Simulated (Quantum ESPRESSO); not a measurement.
**CdS (Hawleyite): a mode Grüneisen parameter, worked out**

Wanted: a fit of frequency against volume for CdS (Hawleyite), tested on a run that is left out of it.

Main program and level: Quantum ESPRESSO 7.5; DFT PBE, scalar-relativistic, plane waves, GBRV ultrasoft pseudopotentials.

## 1. The relaxed structure

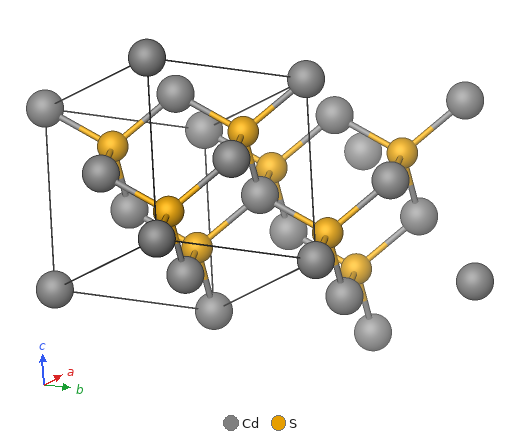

The starting structure, seen from a free direction (cadmium grey, sulfur orange). 1×2×1 cells are drawn. This picture shows the conventional cell, with its axes. Bonds to atoms that aren't drawn are left out. Some periodic images of atoms are drawn too.

This is the cell after its relaxation at this level of theory, not the database cell from which that began.

## 2. Runs at several volumes

The relaxed cell is scaled uniformly; in this structure symmetry fixes all atoms, so nothing has to be relaxed anew. Each volume gets a ground state and a response at Γ. The mode followed is the highest one without the macroscopic field, of symmetry T2; longitudinal polar modes lie higher. Cutoff 50 Ry, k mesh 8×8×8.

From the response at V/V₀ = 0.94:

What it wrote:

```text
[banners, grids, parts of the stress and lines that vanish by symmetry left out]
Program PHONON v.7.5
     Reading xml data from directory:

[...]
Exchange-correlation= PBE
                           (   1   4   3   4   0   0   0)
[...]
kinetic-energy cut-off    =      50.0000  Ry
     charge density cut-off    =     400.0000  Ry
     convergence threshold     =      1.0E-18
[...]
Exchange-correlation= PBE
                           (   1   4   3   4   0   0   0)
[...]
q = (   0.0000000   0.0000000   0.0000000 )
     25 Sym.Ops. (with q -> -q+G )
     G cutoff = 1213.1121  (  44375 G-vectors)     FFT grid: ( 50, 50, 50)
     G cutoff =  606.5560  (  15593 G-vectors)  smooth grid: ( 36, 36, 36)
     number of k points=    29
[...]
Mode symmetry, T_d (-43m)  point group:
[...]
Dielectric constant
[...]
End of electric fields calculation
          Dielectric constant in cartesian axis
          (       6.564712685      -0.000000000       0.000000000 )
          (      -0.000000000       6.564712685       0.000000000 )
          (      -0.000000000      -0.000000000       6.564712685 )
          Effective charges (d Force / dE) in cartesian axis without acoustic sum rule applied (asr)
           atom    1  Cd    Mean Z*:        2.17160
      Ex  (        2.17160        0.00000        0.00000 )
      Ey  (        0.00000        2.17160        0.00000 )
      Ez  (        0.00000        0.00000        2.17160 )
           atom    2  S     Mean Z*:       -2.18709
      Ex  (       -2.18709        0.00000        0.00000 )
      Ey  (        0.00000       -2.18709       -0.00000 )
      Ez  (        0.00000        0.00000       -2.18709 )
          Effective charges Sum: Mean:       -0.01549
[...]
Effective charges (d Force / dE) in cartesian axis with asr applied:
           atom    1  Cd    Mean Z*:        2.17934
[...]
atom    2  S     Mean Z*:       -2.17934
[...]
Representation #   1 modes #   1   2   3
[...]
End of self-consistent calculation
     Convergence has been achieved
     Representation #   2 modes #   4   5   6
[...]
End of self-consistent calculation
     Convergence has been achieved
[...]
Dielectric constant in cartesian axis
          (       6.564712685      -0.000000000       0.000000000 )
          (      -0.000000000       6.564712685       0.000000000 )
          (      -0.000000000      -0.000000000       6.564712685 )
          Effective charges (d Force / dE) in cartesian axis without acoustic sum rule applied (asr)
           atom    1  Cd    Mean Z*:        2.17160
      Ex  (        2.17160        0.00000        0.00000 )
      Ey  (        0.00000        2.17160        0.00000 )
      Ez  (        0.00000        0.00000        2.17160 )
           atom    2  S     Mean Z*:       -2.18709
      Ex  (       -2.18709        0.00000        0.00000 )
      Ey  (        0.00000       -2.18709       -0.00000 )
      Ez  (        0.00000        0.00000       -2.18709 )
          Effective charges Sum: Mean:       -0.01549
[...]
Effective charges (d Force / dE) in cartesian axis with asr applied:
           atom    1  Cd    Mean Z*:        2.17934
[...]
atom    2  S     Mean Z*:       -2.17934
[...]
q = (    0.000000000   0.000000000   0.000000000 )
[...]
freq (    1) =      -0.042304 [THz] =      -1.411096 [cm-1]
     freq (    2) =      -0.042304 [THz] =      -1.411096 [cm-1]
     freq (    3) =      -0.042304 [THz] =      -1.411096 [cm-1]
     freq (    4) =       7.421925 [THz] =     247.568772 [cm-1]
     freq (    5) =       7.421925 [THz] =     247.568772 [cm-1]
     freq (    6) =       7.421925 [THz] =     247.568772 [cm-1]
[...]
Mode symmetry, T_d (-43m)  point group:
     freq (   1-   3) =         -1.4  [cm-1]   --> T_2  G_15 P_4   I+R
     freq (   4-   6) =        247.6  [cm-1]   --> T_2  G_15 P_4   I+R

   JOB DONE.
```

One volume, V/V₀ = 1.03, is held back as a test.

```
V/V₀  volume (Å³/atom)  pressure (GPa)   ω (cm⁻¹)
0.94            24.267            4.33     247.57
0.97            25.041            2.17     234.11
   1            25.816            0.33     221.40
1.03            26.590           -1.22  held back
1.06            27.365           -2.54     197.86
```

## 3. The fit

The mode Grüneisen parameter is γ = −d ln ω / d ln V.

```
ln(V/V₀)    ln ω
 -0.0619  5.5117
 -0.0305  5.4558
  0.0000  5.4000
  0.0583  5.2876
```

A straight line through these points has the slope -1.869, so γ = 1.87; at V/V₀ = 1.03 it predicts ω = exp(5.3978 − 0.0552) = 209.05 cm⁻¹.

A parabola of pressure against ln V through V/V₀ = 0.97, 1 and 1.03 gives the bulk modulus B = −dP/d ln V = 56 GPa at V₀. With ω₀ from the fitted line the pressure coefficient follows as dω/dP = γ ω₀ / B = 1.87 × 220.9 / 56 = 7.33 cm⁻¹/GPa.

## 4. The run that was held back

What it wrote:

```text
[banners, grids, parts of the stress and lines that vanish by symmetry left out]
[banner, memory and clock lines left out]
Program PHONON v.7.5

[...]
Exchange-correlation= PBE
                           (   1   4   3   4   0   0   0)
[...]
kinetic-energy cut-off    =      50.0000  Ry
     charge density cut-off    =     400.0000  Ry
     convergence threshold     =      1.0E-18
[...]
Exchange-correlation= PBE
                           (   1   4   3   4   0   0   0)
[...]
q = (   0.0000000   0.0000000   0.0000000 )
     25 Sym.Ops. (with q -> -q+G )
     G cutoff = 1289.3590  (  48455 G-vectors)     FFT grid: ( 54, 54, 54)
     G cutoff =  644.6795  (  17153 G-vectors)  smooth grid: ( 36, 36, 36)
     number of k points=    29
[...]
Mode symmetry, T_d (-43m)  point group:
[...]
Dielectric constant
[...]
End of electric fields calculation
          Dielectric constant in cartesian axis
          (       6.983821709       0.000000000      -0.000000000 )
          (      -0.000000000       6.983821709       0.000000000 )
          (      -0.000000000       0.000000000       6.983821709 )
          Effective charges (d Force / dE) in cartesian axis without acoustic sum rule applied (asr)
           atom    1  Cd    Mean Z*:        2.28353
      Ex  (        2.28353        0.00000        0.00000 )
      Ey  (       -0.00000        2.28353        0.00000 )
      Ez  (        0.00000        0.00000        2.28353 )
           atom    2  S     Mean Z*:       -2.30144
      Ex  (       -2.30144        0.00000       -0.00000 )
[...]
Representation #   1 modes #   1   2   3
[...]
End of self-consistent calculation
     Convergence has been achieved
     Representation #   2 modes #   4   5   6
[...]
End of self-consistent calculation
     Convergence has been achieved
[...]
Dielectric constant in cartesian axis
          (       6.983821709       0.000000000      -0.000000000 )
          (      -0.000000000       6.983821709       0.000000000 )
          (      -0.000000000       0.000000000       6.983821709 )
          Effective charges (d Force / dE) in cartesian axis without acoustic sum rule applied (asr)
           atom    1  Cd    Mean Z*:        2.28353
      Ex  (        2.28353        0.00000        0.00000 )
      Ey  (       -0.00000        2.28353        0.00000 )
      Ez  (        0.00000        0.00000        2.28353 )
           atom    2  S     Mean Z*:       -2.30144
      Ex  (       -2.30144        0.00000       -0.00000 )
      Ey  (        0.00000       -2.30144        0.00000 )
      Ez  (       -0.00000        0.00000       -2.30144 )
          Effective charges Sum: Mean:       -0.01791
[...]
Effective charges (d Force / dE) in cartesian axis with asr applied:
           atom    1  Cd    Mean Z*:        2.29248
[...]
atom    2  S     Mean Z*:       -2.29248
[...]
q = (    0.000000000   0.000000000   0.000000000 )
[...]
freq (    1) =       0.023986 [THz] =       0.800100 [cm-1]
     freq (    2) =       0.023986 [THz] =       0.800100 [cm-1]
     freq (    3) =       0.023986 [THz] =       0.800100 [cm-1]
     freq (    4) =       6.275455 [THz] =     209.326655 [cm-1]
     freq (    5) =       6.275455 [THz] =     209.326655 [cm-1]
     freq (    6) =       6.275455 [THz] =     209.326655 [cm-1]
[...]
Mode symmetry, T_d (-43m)  point group:
     freq (   1-   3) =          0.8  [cm-1]   --> T_2  G_15 P_4   I+R
     freq (   4-   6) =        209.3  [cm-1]   --> T_2  G_15 P_4   I+R
```

It gives 209.33 cm⁻¹ against the predicted 209.05 cm⁻¹, a miss of 0.3 cm⁻¹.

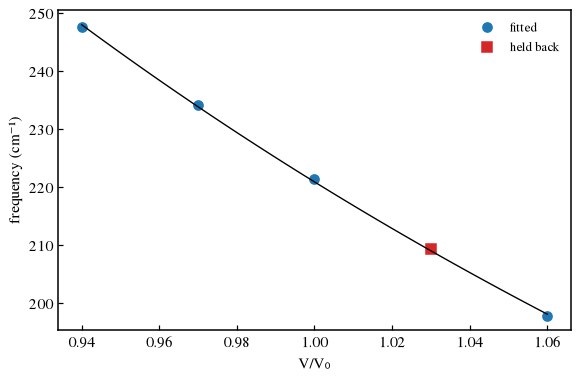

Frequency against volume, with the power-law fit.

## 5. Results

```
mode Grüneisen parameter : 1.869
bulk modulus             : 56.3 GPa
pressure coefficient     : 7.33 cm⁻¹/GPa
```

In words: The highest optical mode of CdS (Hawleyite) without the LO-TO term stiffens by 7.33 cm⁻¹ a GPa near the relaxed volume, with γ = 1.87. The power law meets all 5 runs within 0.22 %; between neighbouring volumes γ runs from 1.78 to 1.96. Such a coefficient turns a measured shift of this mode into a hydrostatic stress; uniaxial or biaxial stress splits the mode and needs deformation potentials. These are harmonic values at zero temperature for the structure held cubic, which a run at Γ can't show to be stable; the bulk modulus rests on three points.

[Host names and launcher messages were left out of these logs when they were recorded.]

[Logs are printed without paths, hosts, clocks, repeated set-up lines and the standing remarks that a program may print on its own settings, such as how far it seeks lower states.]

[Hosts, paths, dates, database ids (printed as entryN), source tags and the programs' standing remarks are cut or masked in the printed files.]
